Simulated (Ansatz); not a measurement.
The calculation's input:

```
crystal:
  lattice:
    - [0.0, 2.5911551753, 2.5911551753]
    - [2.5911551753, 0.0, 2.5911551753]
    - [2.5911551753, 2.5911551753, 0.0]
  atoms:
    - { symbol: Hf, position: [0.0, 0.0, 0.0] }
    - { symbol: O, position: [0.75, 0.75, 0.75] }
    - { symbol: O, position: [0.25, 0.25, 0.25] }
hamiltonian:
  xc: blyp
  pseudopotentials: { kind: paw }
  dispersion: d4
kpoints:
  mp_grid: { grid: [9, 9, 9] }
scf:
  occupations: { method: fermi_dirac, width: 0.05 }
output:
  forces: true
  stress: true
  eigenvalues: true
  write_density: true
  write_potential: true
  elf: true
  volumetric_format: npy
```

Launched as:

```sh
ansatz run input.yaml --threads 2 --pin off --max-ram 5120MiB --backend cpu --events-out ev --progress --plain --runs-dir out
```

Below, planes, directions and counts refer to the conventional cell (a = 5.18 Å, b = 5.18 Å, c = 5.18 Å, α = 90.00°, β = 90.00°, γ = 90.00°).

Space group Fm-3m; computed pressure about −11 GPa in this cell.

All numbers below come from Ansatz, Kohn-Sham DFT of a periodic cell, BLYP with D4, Ansatz PAW.

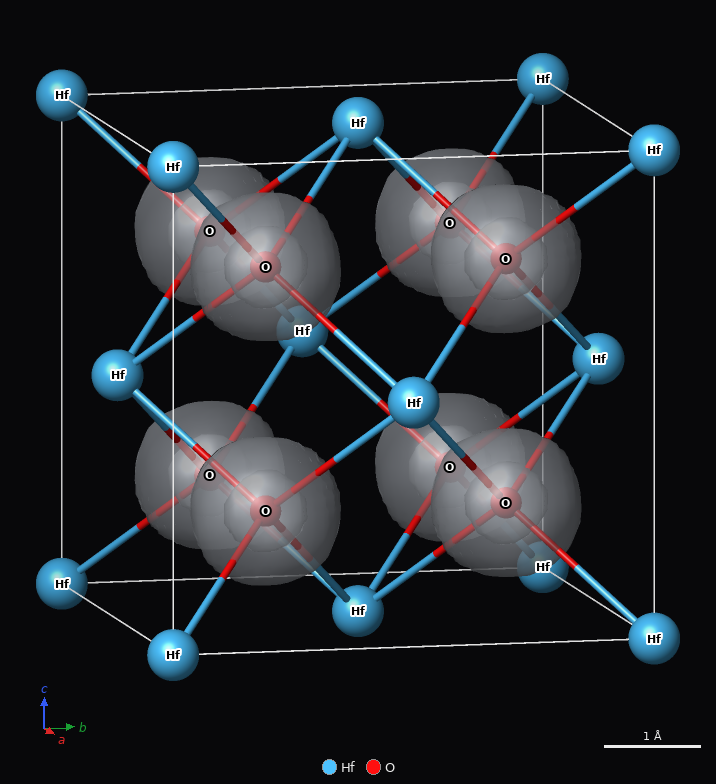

HfO2. Isosurface of the ELF at 0.75 (grey), seen slightly off an axis. Core shells and regions of very low density are left out. Sticks mark near contacts.

Core electrons are frozen (PAW), and the valence fields are smoothed inside the atomic spheres.

Identify the bonds, lone pairs and shells in this picture.

The surface consists of eight regions wrapped around O (the valence shell of each), counted in one cell of 12 atoms. Regions shared between cells count once. Along the contacts the grid gives the following. Hf–O (2.24 Å): the ELF peaks at about 0.85 in the valence shell of O, 0.6 Å from its nucleus, and drops to about 0.15 between the two atoms: no localised pair shows between them.

Does the calculation give a band gap?

It is gapped, with a Kohn–Sham gap of 3.8 eV on the k-point mesh, an upper bound to the gap of this method.
